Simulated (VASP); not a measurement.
**LiF (Griceite): cell size against the level of theory**

Aim: relax LiF (Griceite) at several levels and hold each cell against experiment. The levels: LDA, PBE, r2SCAN, PBE + D3(BJ), r2SCAN + rVV10, AM05, SCAN and PBE + D4. LASPH is on for some levels and off for others; the table marks which. The start is a cell from a database of measured crystal structures.

Program: VASP 6.6.1. Level of theory: LDA; plane waves and PAW (Li_sv, F), in the first sound run; inputs show where later runs differ. Results are calculated unless marked as measured.

**1. The starting structure**

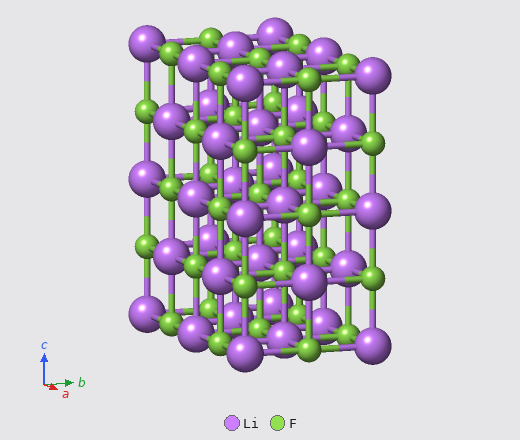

Start, viewed slightly off an axis; lithium purple, fluorine green. 2×1×2 cells are drawn. This picture shows the conventional cell, with its axes. Some periodic images of atoms are drawn too.

**2. Relaxation with LDA**

The start need not lie at this functional's minimum. ISIF = 3 frees volume, shape and positions, and EDIFFG sets the threshold on forces and stress at which the search stops. LDA, the lowest rung, knows the local density alone.

Input file INCAR:

```
SYSTEM = LiF
PREC = Accurate
ENCUT = 700
EDIFF = 1E-06
NELM = 100
ISMEAR = -1
SIGMA = 0.05
LREAL = .FALSE.
ALGO = Normal
GGA = CA
NBANDS = 11
LORBIT = 11
LWAVE = .FALSE.
LCHARG = .FALSE.
KPAR = 2
IBRION = 2
NSW = 60
ISIF = 3
EDIFFG = -0.01
```

Input file POSCAR:

```
LiF
1.0
    0.0000000000      2.0140000000      2.0140000000
    2.0140000000      0.0000000000      2.0140000000
    2.0140000000      2.0140000000      0.0000000000
Li F
1 1
Direct
    0.0000000000      0.0000000000      0.0000000000
    0.5000000000      0.5000000000      0.5000000000
```

Input file KPOINTS:

```
Automatic mesh
0
Gamma
11 11 11
0 0 0
```

The projector-augmented-wave data sets are Li_sv and F (PBE family, release 64).

The run is started by

```console
$ mpirun -np 2 vasp_std
```

The program printed:

```text
[banner, memory and clock lines left out]
running    2 mpi-ranks, on    1 nodes
 distrk:  each k-point on    1 cores,    2 groups
 distr:  one band on    1 cores,    1 groups

 POSCAR found type information on POSCAR LiF
 POSCAR found :  2 types and       2 ions
|                                                                             |
|               ----> ADVICE to this user running VASP <----                  |
|                                                                             |
|     You enforced a specific xc type in the INCAR file but a different       |
|     [... a line on the potential file left out ...]
|     I HOPE YOU KNOW WHAT YOU ARE DOING!                                     |
|                                                                             |

 LDA part: xc-table for (Slater(with rela. corr.)+CA(PZ))
 , standard interpolation
 POSCAR, INCAR and KPOINTS ok, starting setup
 FFT: planning ... GRIDC
 FFT: planning ... GRID_SOFT
 FFT: planning ... GRID
 WAVECAR not read
 entering main loop
       N       E                     dE             d eps       ncg     rms          rms(c)
DAV:   1     0.414075370888E+02    0.41408E+02   -0.65521E+03  1232   0.115E+03
DAV:   2    -0.935573818279E+01   -0.50763E+02   -0.49518E+02  1456   0.221E+02
DAV:   3    -0.109130148965E+02   -0.15573E+01   -0.15523E+01  1570   0.342E+01
DAV:   4    -0.109292835430E+02   -0.16269E-01   -0.16267E-01  1590   0.384E+00
DAV:   5    -0.109294563830E+02   -0.17284E-03   -0.17284E-03  1618   0.261E-01    0.389E+00
DAV:   6    -0.105266739162E+02    0.40278E+00   -0.19455E+00  1406   0.909E+00    0.143E+00
DAV:   7    -0.105135349240E+02    0.13139E-01   -0.16384E-02  1700   0.123E+00    0.827E-01
DAV:   8    -0.105074042685E+02    0.61307E-02   -0.10959E-02  1768   0.119E+00    0.982E-02
DAV:   9    -0.105074110174E+02   -0.67489E-05   -0.10711E-03  1403   0.324E-01    0.411E-02
DAV:  10    -0.105074231105E+02   -0.12093E-04   -0.63208E-05  1652   0.632E-02    0.799E-03
DAV:  11    -0.105074222177E+02    0.89282E-06   -0.23535E-06  1517   0.173E-02
   1 F= -.10507422E+02 E0= -.10507422E+02  d E =-.105074E+02
 curvature:   0.00 expect dE= 0.000E+00 dE for cont linesearch  0.000E+00
 trial: gam= 0.00000 g(F)=  0.901E-59 g(S)=  0.336E-01 ort = 0.000E+00 (trialstep = 0.100E+01)
 search vector abs. value=  0.336E-01
 bond charge predicted
       N       E                     dE             d eps       ncg     rms          rms(c)
DAV:   1    -0.107619060557E+02   -0.25448E+00   -0.42345E+00  1265   0.182E+01    0.394E+00
DAV:   2    -0.105405189890E+02    0.22139E+00   -0.12160E+00  1352   0.773E+00    0.743E-01
DAV:   3    -0.105352949010E+02    0.52241E-02   -0.10799E-02  1494   0.102E+00    0.429E-01
DAV:   4    -0.105326653412E+02    0.26296E-02   -0.25650E-03  1776   0.453E-01    0.345E-02
DAV:   5    -0.105326668613E+02   -0.15202E-05   -0.16640E-04  1388   0.128E-01    0.101E-02
DAV:   6    -0.105326710868E+02   -0.42255E-05   -0.74827E-06  1546   0.239E-02    0.359E-03
DAV:   7    -0.105326709403E+02    0.14652E-06   -0.21449E-07   944   0.480E-03
   2 F= -.10532671E+02 E0= -.10532671E+02  d E =-.252487E-01
[...]
3 F= -.10539259E+02 E0= -.10539259E+02  d E =-.318366E-01
 curvature:  -0.91 expect dE=-0.106E-03 dE for cont linesearch -0.106E-03
 ZBRENT: extrapolating
 opt :   1.8068  next Energy=   -10.539358 (dE=-0.319E-01)
 bond charge predicted
       N       E                     dE             d eps       ncg     rms          rms(c)
DAV:   1    -0.105416703750E+02   -0.24115E-02   -0.43089E-02  1262   0.184E+00    0.394E-01
DAV:   2    -0.105394365014E+02    0.22339E-02   -0.11715E-02  1364   0.768E-01    0.745E-02
DAV:   3    -0.105393849921E+02    0.51509E-04   -0.89353E-05  1492   0.974E-02    0.417E-02
DAV:   4    -0.105393588914E+02    0.26101E-04   -0.24924E-05  1781   0.454E-02    0.322E-03
DAV:   5    -0.105393589454E+02   -0.53966E-07   -0.16797E-06  1259   0.131E-02
   4 F= -.10539359E+02 E0= -.10539359E+02  d E =-.319367E-01
 curvature:  -0.85 expect dE=-0.307E-07 dE for cont linesearch -0.307E-07
 trial: gam= 0.00000 g(F)=  0.741E-59 g(S)=  0.363E-07 ort =-0.349E-04 (trialstep = 0.116E+01)
 search vector abs. value=  0.364E-07
 reached required accuracy - stopping structural energy minimisation
```

Wall time 10 s (2 MPI ranks of Intel Xeon 6975P-C (Granite Rapids), shared host); peak memory 0.26 GiB.

The logs omit lines about the potential files and the build; timing stands in the text.

From OUTCAR (step 2):

```text
ion  position               nearest neighbor table
   1  0.000  0.000  0.000-   2 2.01   2 2.01   2 2.01   2 2.01   2 2.01   2 2.01
   2  0.500  0.500  0.500-   1 2.01   1 2.01   1 2.01   1 2.01   1 2.01   1 2.01

  LATTYP: Found a face centered cubic cell.
 ALAT       =     4.0280000000

 Subroutine GETGRP returns: Found 48 space group operations
 (whereof 48 operations were pure point group operations)

The static configuration has the point symmetry O_h .

 Found     56 irreducible k-points:

   k-points           NKPTS =     56   k-points in BZ     NKDIM =     56   number of bands    NBANDS=     11

   dimension x,y,z NGX =    28 NGY =   28 NGZ =   28
   dimension x,y,z NGXF=    56 NGYF=   56 NGZF=   56

   ENCUT  =  700.0 eV  51.45 Ry    7.17 a.u.   6.14  6.14  6.14*2*pi/ulx,y,z

   NELECT =      10.0000    total number of electrons

 k-points in reciprocal lattice and weights: Automatic mesh
   0.00000000  0.00000000  0.00000000       0.001
   0.09090909  0.00000000  0.00000000       0.006
   0.18181818  0.00000000  0.00000000       0.006
   0.27272727  0.00000000  0.00000000       0.006
   0.36363636  0.00000000  0.00000000       0.006
   0.45454545  0.00000000  0.00000000       0.006
   0.09090909  0.09090909  0.00000000       0.005
   0.18181818  0.09090909  0.00000000       0.018
   0.27272727  0.09090909  0.00000000       0.018
[...]
-0.36363636  0.45454545  0.18181818       0.018
  -0.27272727  0.45454545  0.18181818       0.018

 average (electrostatic) potential at core
       1 -59.3426       2 -76.1864

 E-fermi :   0.3461

 k-point     1 :       0.0000    0.0000    0.0000
  band No.  band energies     occupation
      1     -40.2995      2.00000
      2     -20.6731      2.00000
      3      -0.8577      2.00000
      4      -0.8577      2.00000
      5      -0.8577      2.00000
      6       8.8395      0.00000
      7      23.5442      0.00000
      8      23.5442      0.00000
      9      23.5442      0.00000
     10      23.9726      0.00000
    ...

 k-point     2 :       0.0909    0.0000    0.0000
  band No.  band energies     occupation
      1     -40.2913      2.00000
      2     -20.6355      2.00000
      3      -1.1268      2.00000
      4      -0.8798      2.00000
      5      -0.8798      2.00000
      6       9.0732      0.00000
      7      21.0550      0.00000
      8      22.3840      0.00000
      9      22.3840      0.00000
     10      24.9396      0.00000
    ...

 k-point     3 :       0.1818    0.0000    0.0000
  band No.  band energies     occupation
      1     -40.2694      2.00000
      2     -20.5326      2.00000
      3      -1.7990      2.00000
      4      -0.9384      2.00000
      5      -0.9384      2.00000
      6       9.5918      0.00000
      7      18.6677      0.00000
      8      20.9301      0.00000
      9      20.9301      0.00000
     10      25.9421      0.00000
    ...

  Total        0.0007078      0.0007078      0.0007078     -0.0000000      0.0000000      0.0000000
  in kB        0.0759761      0.0759761      0.0759761     -0.0000000      0.0000000      0.0000000
  external PRESSURE =       0.0759761 kB  Pullay stress =       0.0000000 kB

  energy-cutoff  :      700.00
  volume of cell :       14.93
      direct lattice vectors                 reciprocal lattice vectors
    -0.000000000  1.954228992  1.954228992    -0.255855379  0.255855379  0.255855379
     1.954228992 -0.000000000  1.954228992     0.255855379 -0.255855379  0.255855379
     1.954228992  1.954228992  0.000000000     0.255855379  0.255855379 -0.255855379

 POSITION                                       TOTAL-FORCE (eV/Angst)
 -----------------------------------------------------------------------------------
      1.95423      1.95423      0.00000        -0.000000      0.000000      0.000000
      1.95423      1.95423      1.95423         0.000000     -0.000000     -0.000000
 -----------------------------------------------------------------------------------
    total drift:                                0.000000      0.000000      0.000000

  FREE ENERGIE OF THE ION-ELECTRON SYSTEM (eV)
  ---------------------------------------------------
  free  energy   TOTEN  =       -10.5393589454 eV

  energy  without entropy=      -10.5393589454  energy(sigma->0) =      -10.53935895

 reached required accuracy - stopping structural energy minimisation

 total charge
# of ion       s       p       d       tot
------------------------------------------
    1        2.025   0.077   0.000   2.102
    2        1.714   4.403   0.000   6.117
--------------------------------------------------
tot          3.739   4.480   0.000   8.219

[... 3 further parts left out ...]
```

CONTCAR:

```
LiF
   1.00000000000000
    -0.0000000000000000    1.9542289919492979    1.9542289919492979
     1.9542289919492979   -0.0000000000000000    1.9542289919492979
     1.9542289919492979    1.9542289919492979    0.0000000000000000
  Li              F
     1     1
Direct
     0.0000000000000000    0.0000000000000000    1.0000000000000000
     0.5000000000000000    0.5000000000000000    0.5000000000000000
```

The gap is read on the k-mesh alone, so it is an upper bound where the band edges lie off the mesh. The PAW data sets were made with PBE, though LDA sets exist; this is a small mismatch. After so large a change of volume the plane waves of the start cell no longer fit, so the final stress carries a basis-set error. The run keeps the 48 symmetry operations of its start, so it cannot find a distortion of lower symmetry.

The steps of the relaxation:

```csv
step,energy less that of the first step (eV),largest force (eV/Å),pressure (GPa),volume (Å³)
1,0.0000,0.0000,-6.68,16.34
2,-0.0252,0.0000,-3.34,15.55
3,-0.0318,0.0000,-0.43,15.00
4,-0.0319,0.0000,0.01,14.93
```

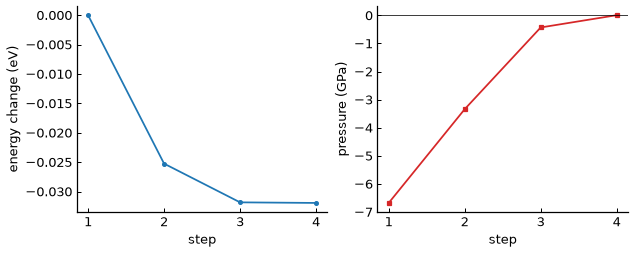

Energy and pressure along the relaxation.

| conventional cell, symmetrised | before | after | change |
| --- | --- | --- | --- |
| a (Å) | 4.028 | 3.908 | -3.0 % |
| b (Å) | 4.028 | 3.908 | -3.0 % |
| c (Å) | 4.028 | 3.908 | -3.0 % |
| volume (Å³/atom) | 8.17 | 7.46 | -8.6 % |

Final coordinates:

```xyz
2
Lattice="0.0000 1.9542 1.9542 1.9542 0.0000 1.9542 1.9542 1.9542 0.0000" Properties=species:S:1:pos:R:3 pbc="T T T"
Li    0.0000    0.0000    0.0000
F     1.9542    1.9542    1.9542
```

This step gave:

```
electrons                       : 10
bands                           : 11
irreducible k-points            : 56
symmetry operations             : 48
free energy (TOTEN)             : -10.54 eV
Fermi energy                    : 0.3461 eV
pressure                        : 0.007598 GPa
metallic                        : no
valence top at k                : -0.09091, 0.09091, 0
conduction bottom at k          : 0, 0, 0
least direct gap at k           : 0, 0, 0
SCF cycles over all ionic steps : 30
gap on the k-mesh               : 9.697 eV
least direct gap on the k-mesh  : 9.697 eV
```

It ends with forces that vanish by symmetry and a pressure of 0.01 GPa. The volume lies -8.6 % from that of the database's start, which holds the thermal and zero-point expansion of its experiment. LDA is known to overbind. The conventional cell has a = 3.908 Å.

(Continued in part 2 of 3.)

[Lines on the potential files, build, host, timing and source positions are cut from VASP's logs without a mark.]

[Logs are printed without paths, hosts, clocks, repeated set-up lines and the standing remarks that a program may print on its own settings, such as how far it seeks lower states.]

[Hosts, paths, dates, database ids (printed as entryN), source tags and the programs' standing remarks are cut or masked in the printed files.]

[A measured line is paired with the nearest computed mode of its activity, which favours agreement.]
